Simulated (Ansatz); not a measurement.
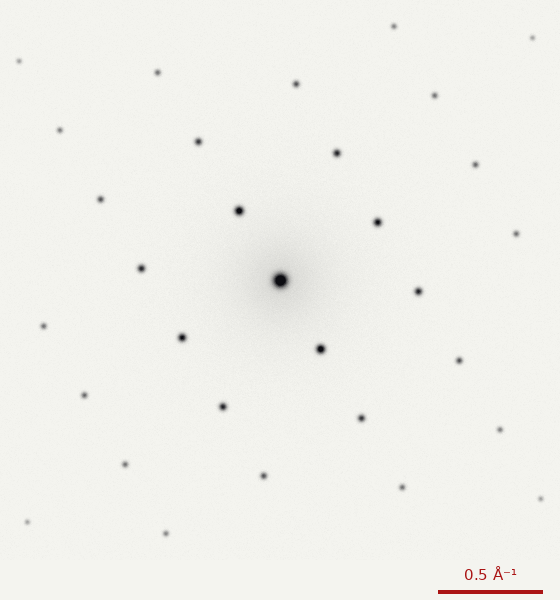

Simulated selected-area electron diffraction pattern (120 kV, kinematic approximation, thin crystal, B = 0.5 Å² for all atoms).

It belongs to Rh, space group Pm-3m (No. 221), a = 2.58 Å. Structure: the end point of a relaxation with DFT, BLYP, plane waves (420 eV) with PAW, scalar-relativistic in Ansatz 0.2.0; the starting structure was generated, so it need not be a known form of this composition.

### Which low-index zone axis gives this pattern?

The spots form a rectangular net whose two shortest vectors correspond to d = 2.58 Å and 1.83 Å, 90.0° apart. They index as 0 0 1 and 1 -1 0, so the zone axis is [110] (or an equivalent direction of <110>).
